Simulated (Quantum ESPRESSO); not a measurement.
**Band-structure run, with input and output: Br (part 3 of 3)**

Br (4 atoms in the cell); Kohn-Sham DFT of a periodic cell, r2SCAN, SG15 PBE 1.2, no spin polarisation (Quantum ESPRESSO 7.5); cutoff 625.86 eV, 7×7×3 k-mesh, fermi-dirac of 0.05 eV. The structure derives from an entry of the Crystallography Open Database.

Geometry of the input (Å; fractional positions):
```
3.3632  -2.3226  0.0000
3.3632  2.3226  0.0000
0.0000  0.0000  8.7023
Br 0.3651  0.6349  0.3901
Br 0.1349  0.8651  0.8901
Br 0.6349  0.3651  0.6099
Br 0.8651  0.1349  0.1099
```

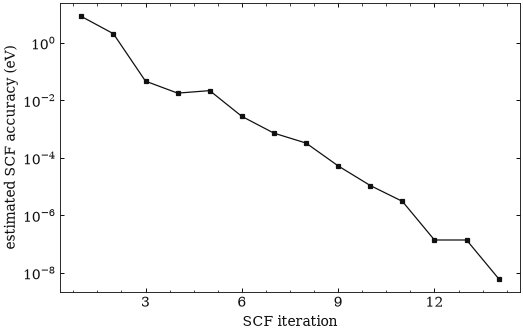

Fig. 1: Convergence of the self-consistent field: estimated SCF accuracy against the iteration. The field takes 14 iterations in all.

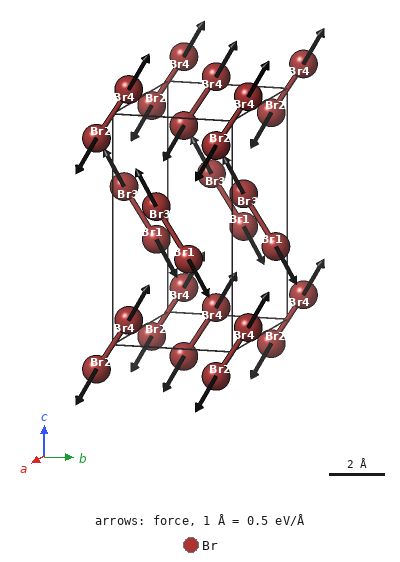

Fig. 2: Forces on the atoms as black arrows (ball-and-stick view of the cell 2 times as large as that of the calculation, set on its symmetry axes, seen slightly off an axis; atoms are numbered from 1 in the order of the input). The largest act on all 4 Br atoms (0.82 eV/Å). The geometry is not a stationary point of this energy.
